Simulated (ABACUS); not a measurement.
# Band-structure run of Ni (part 2 of 2)

The same run, continued: Ni (Fm-3m, 1 atom in the cell); Kohn-Sham DFT of a periodic cell, rPW86PBE, SG15 ONCV 1.2 PBE, spin-polarised (ABACUS 3.10.1); cutoff 1333.36 eV, 10×10×10 k-mesh, fermi-dirac of 0.05 eV, collinear spins. The structure derives from a Materials Project entry.

Geometry of the input (Å; fractional positions):
```
0.0000  1.7376  1.7376
1.7376  0.0000  1.7376
1.7376  1.7376  0.0000
Ni 0.0000  0.0000  0.0000
```

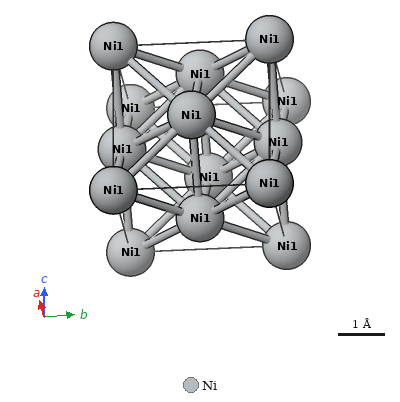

**Figure 1.** The input geometry (ball-and-stick view of the cell 4 times as large as that of the calculation, set on its symmetry axes, seen at an oblique angle; atoms are numbered from 1 in the order of the input).

**What the program printed, continued**
```
 PW ALGORITHM --------------- ION=   1  ELEC=   2--------------------------------
          total magnetism (Bohr mag/cell) = 0.642765237706
       absolute magnetism (Bohr mag/cell) = 0.728741032788
                        nelec for spin up = 9.32138261885
                      nelec for spin down = 8.67861738115

 Density error is 0.00185069897914
                          Error Threshold = 3.95199332947e-05
----------------------------------------------------------
     Energy           Rydberg                 eV
----------------------------------------------------------
 E_KohnSham     -308.5846800285      -4198.5099638949
 E_Harris       -308.5878351062      -4198.5528909288
 E_Fermi        1.5315266118         20.8374885594
----------------------------------------------------------

 PW ALGORITHM --------------- ION=   1  ELEC=   3--------------------------------
          total magnetism (Bohr mag/cell) = 0.666446452412
       absolute magnetism (Bohr mag/cell) = 0.743458066286
                        nelec for spin up = 9.33322322621
                      nelec for spin down = 8.66677677379

 Density error is 0.000448712545434
                          Error Threshold = 1.02816609952e-05
----------------------------------------------------------
     Energy           Rydberg                 eV
----------------------------------------------------------
 E_KohnSham     -308.5846073078      -4198.5089744789
 E_Harris       -308.6009160601      -4198.7308664364
 E_Fermi        1.5341442182         20.8731029210
----------------------------------------------------------

 PW ALGORITHM --------------- ION=   1  ELEC=   4--------------------------------
          total magnetism (Bohr mag/cell) = 0.673458797653
       absolute magnetism (Bohr mag/cell) = 0.75174233624
                        nelec for spin up = 9.33672939883
                      nelec for spin down = 8.66327060117

 Density error is 1.26030401202e-05
                          Error Threshold = 2.49284747464e-06
----------------------------------------------------------
     Energy           Rydberg                 eV
----------------------------------------------------------
 E_KohnSham     -308.5846443323      -4198.5094782231
 E_Harris       -308.5647546874      -4198.2388657207
 E_Fermi        1.5354625547         20.8910398101
----------------------------------------------------------

 PW ALGORITHM --------------- ION=   1  ELEC=   5--------------------------------
          total magnetism (Bohr mag/cell) = 0.670259312348
       absolute magnetism (Bohr mag/cell) = 0.749179269759
                        nelec for spin up = 9.33512965617
                      nelec for spin down = 8.66487034383

 Density error is 1.07725800028e-06
                          Error Threshold = 7.00168895567e-08
----------------------------------------------------------
     Energy           Rydberg                 eV
----------------------------------------------------------
 E_KohnSham     -308.5846467248      -4198.5095107748
 E_Harris       -308.5791448933      -4198.4346545160
 E_Fermi        1.5355676487         20.8924696874
----------------------------------------------------------

 PW ALGORITHM --------------- ION=   1  ELEC=   6--------------------------------
          total magnetism (Bohr mag/cell) = 0.670647524518
       absolute magnetism (Bohr mag/cell) = 0.748827225358
                        nelec for spin up = 9.33532376226
                      nelec for spin down = 8.66467623774

 Density error is 3.09999904357e-07
                          Error Threshold = 5.9847666682e-09
----------------------------------------------------------
     Energy           Rydberg                 eV
----------------------------------------------------------
 E_KohnSham     -308.5846469896      -4198.5095143777
 E_Harris       -308.5870461120      -4198.5421561115
 E_Fermi        1.5356731734         20.8939054241
----------------------------------------------------------

 PW ALGORITHM --------------- ION=   1  ELEC=   7--------------------------------
          total magnetism (Bohr mag/cell) = 0.670412664717
       absolute magnetism (Bohr mag/cell) = 0.748764701426
                        nelec for spin up = 9.33520633236
                      nelec for spin down = 8.66479366764

 Density error is 5.84464733029e-08
                          Error Threshold = 1.72222169087e-09
----------------------------------------------------------
     Energy           Rydberg                 eV
----------------------------------------------------------
 E_KohnSham     -308.5846470407      -4198.5095150717
 E_Harris       -308.5858005312      -4198.5252091159
 E_Fermi        1.5356086524         20.8930275707
----------------------------------------------------------

 PW ALGORITHM --------------- ION=   1  ELEC=   8--------------------------------
          total magnetism (Bohr mag/cell) = 0.670493529709
       absolute magnetism (Bohr mag/cell) = 0.748866260296
                        nelec for spin up = 9.33524676485
                      nelec for spin down = 8.66475323515

 Density error is 4.8949603023e-09
                          Error Threshold = 3.24702629461e-10
----------------------------------------------------------
     Energy           Rydberg                 eV
----------------------------------------------------------
 E_KohnSham     -308.5846470519      -4198.5095152246
 E_KS(sigma->0) -308.5841335197      -4198.5025282607
 E_Harris       -308.5843341405      -4198.5052578470
 E_band         -17.3677277352       -236.3000585115
 E_one_elec     -125.9831518789      -1714.0887175526
 E_Hartree      74.1787317036        1009.2534215819
 E_xc           -30.5756687058       -416.0033145590
 E_Ewald        -226.2035311064      -3077.6569307670
 E_entropy(-TS) -0.0010270644        -0.0139739278
 E_descf        0.0000000000         0.0000000000
 E_exx          0.0000000000         0.0000000000
 E_Fermi        1.5355845971         20.8927002819
----------------------------------------------------------

 charge density convergence is achieved
 final etot is -4198.5095152 eV
 EFERMI = 20.892700282 eV
The vacuum level is 20.188421217 eV

 STATE ENERGY(eV) AND OCCUPATIONS    NSPIN == 2
SPIN UP :
 1/47 kpoint (Cartesian) = 0.0000 0.0000 0.0000 (303 pws)
       1       -82.6411     0.00100000
       2       -43.0328     0.00100000
       3       -43.0328     0.00100000
       4       -43.0328     0.00100000
       5        11.7555     0.00100000
       6        18.3218     0.00100000
       7        18.3218     0.00100000
       8        18.3218     0.00100000
       9        19.5811     0.00100000
      10        19.5811     0.00100000
      11        45.3827        0.00000
      12        49.3350        0.00000
      13        49.3350        0.00000
      14        49.3350        0.00000
      15        51.8209        0.00000
      16        51.8209        0.00000
      17        51.8209        0.00000
      18        55.2463        0.00000
      19        62.1033        0.00000
      20        62.1033        0.00000

 2/47 kpoint (Cartesian) = 0.070711 0.070711 0.070711 (293 pws)
       1       -82.6373     0.00800000
       2       -43.0567     0.00800000
       3       -43.0362     0.00800000
       4       -43.0362     0.00800000
       5        12.1553     0.00800000
       6        18.2226     0.00800000
       7        18.4083     0.00800000
       8        18.4083     0.00800000
       9        19.5475     0.00800000
      10        19.5475     0.00800000
      11        43.4862        0.00000
      12        46.6702        0.00000
      13        48.4415        0.00000
      14        48.4415        0.00000
      15        53.1559        0.00000
      16        53.1559        0.00000
      17        53.3635        0.00000
      18        58.4825        0.00000
      19        58.8823        0.00000
      20        58.8823        0.00000

 3/47 kpoint (Cartesian) = 0.14142 0.14142 0.14142 (289 pws)
       1       -82.6273     0.00800000
       2       -43.1193     0.00800000
       3       -43.0451     0.00800000
       4       -43.0451     0.00800000
       5        13.2828     0.00800000
       6        18.0320     0.00800000
       7        18.5533     0.00800000
       8        18.5533     0.00800000
       9        19.5547     0.00800000
      10        19.5547     0.00800000
      11        38.3747        0.00000
      12        45.8708        0.00000
      13        47.3653        0.00000
      14        47.3653        0.00000
      15        53.5814        0.00000
      16        53.7197        0.00000
      17        53.7197        0.00000
      18        57.8005        0.00000
      19        57.8005        0.00000
      20        63.5746        0.00000

 4/47 kpoint (Cartesian) = 0.21213 0.21213 0.21213 (285 pws)
       1       -82.6151     0.00800000
       2       -43.1962     0.00800000
       3       -43.0562     0.00800000
       4       -43.0562     0.00800000
       5        14.7824     0.00800000
       6        18.1522     0.00800000
       7        18.5299     0.00800000
       8        18.5299     0.00800000
       9        19.7967     0.00800000
      10        19.7967     0.00800000
      11        33.3453        0.00000
      12        44.9413        0.00000
      13        46.6887        0.00000
      14        46.6887        0.00000
      15        51.4727        0.00000
      16        51.4727        0.00000
      17        54.3527        0.00000
      18        60.9942        0.00000
      19        60.9942        0.00000
      20        66.0063        0.00000

 5/47 kpoint (Cartesian) = 0.28284 0.28284 0.28284 (282 pws)
       1       -82.6051     0.00800000
       2       -43.2581     0.00800000
       3       -43.0651     0.00800000
       4       -43.0651     0.00800000
       5        15.6971     0.00800000
       6        18.4087     0.00800000
       7        18.4087     0.00800000
       8        19.3998     0.00800000
       9        20.1216     0.00800000
      10        20.1216     0.00800000
      11        29.0482    1.16296e-73
      12        44.1117        0.00000
      13        46.4044        0.00000
      14        46.4044        0.00000
      15        49.6313        0.00000
      16        49.6313        0.00000
      17        55.1937        0.00000
      18        65.3083        0.00000
      19        65.3083        0.00000
      20        68.9950        0.00000

 6/47 kpoint (Cartesian) = 0.35355 0.35355 0.35355 (285 pws)
       1       -82.6013     0.00400000
       2       -43.2817     0.00400000
       3       -43.0685     0.00400000
       4       -43.0685     0.00400000
       5        15.8625     0.00400000
       6        18.3516     0.00400000
       7        18.3516     0.00400000
       8        20.2634     0.00399999
       9        20.2634     0.00399999
      10        20.7025     0.00391276
      11        26.8554    6.47311e-55
      12        43.7922        0.00000
      13        46.3641        0.00000
      14        46.3641        0.00000
      15        48.9274        0.00000
      16        48.9274        0.00000
      17        55.5274        0.00000
      18        69.1630        0.00000
      19        69.1630        0.00000
      20        71.0925        0.00000

[... levels at 88 further k points ...]

------------------------------------------------------------------------------------------
 TOTAL-FORCE (eV/Angstrom)
------------------------------------------------------------------------------------------
                       Ni1         0.0000000000         0.0000000000         0.0000000000
------------------------------------------------------------------------------------------

----------------------------------------------------------------
 TOTAL-STRESS (KBAR)
----------------------------------------------------------------
       153.2662745430         0.0000000000         0.0000000000
         0.0000000000       153.2662745430        -0.0000000000
         0.0000000000        -0.0000000000       153.2662745430
----------------------------------------------------------------
 TOTAL-PRESSURE: 153.266275 KBAR

 --------------------------------------------
 !FINAL_ETOT_IS -4198.5095152245730787 eV
 --------------------------------------------
```

**Results in brief**

| quantity | value |
| --- | --- |
| outcome | converged |
| space group (tolerance 0.01 Å) | Fm-3m (225) |
| electrons treated | 18 |
| free energy | −4198.5095 eV |
| Fermi energy of the self-consistent step | 20.893 eV |
| gap on the k-point mesh | none (metallic) |
| net moment of the cell | 0.67 μB |
| integrated absolute moment | 0.75 μB |
| pressure | 15.33 GPa |
| largest force (length of the vector) | under 0.001 eV/Å |
| wall time | 13 s (CPU time 50 s) |
| peak memory | 0.24 GiB |

**Notes**

The cell is under a pressure of 15.3 GPa at this level, so it is not at its equilibrium volume.
